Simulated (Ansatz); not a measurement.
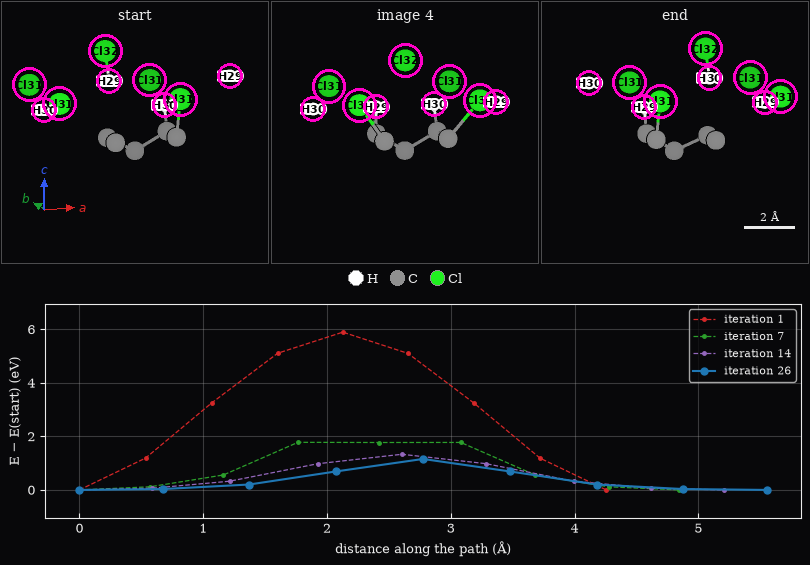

A nudged-elastic-band calculation for Cl2 on C(100)-2x1, partly H-covered, underside capped with H (32 atoms in the cell). Images are numbered from 0 (start) to 8 (end). The plot follows the band through its iterations. A ball-and-stick model of the atoms within 4.3 Å of the middle of the path, seen slightly off an axis. The atoms that move most are ringed. Bonds to atoms that aren't drawn are left out.

Theory: Ansatz 0.2.0, DFT PBEsol, scalar-relativistic, plane waves, PAW. Settings: plane-wave cutoff 420 eV; k-point mesh 2 × 2 × 1; Gaussian smearing 0.05 eV; 16 atoms held fixed; 7 movable images; climbing image; force threshold 0.03 eV/Å; iteration limit 26; optimiser L-BFGS; starting path by image-dependent pair potential.

Q: Judge this run.

A: The result isn't final. The band hadn't converged when the run stopped after 26 iterations. The barrier read from it is provisional, though the highest image hardly moved in the last two iterations. The first iteration put the highest image at 5.89 eV. The two ends have the same energy, and the highest point, image 4, lies 1.16 eV above the start.

Limits of the set-up: the periodic images lie only 5.0 Å apart, so the values are limited by the cell's size.

PAW datasets: the set soft_1.
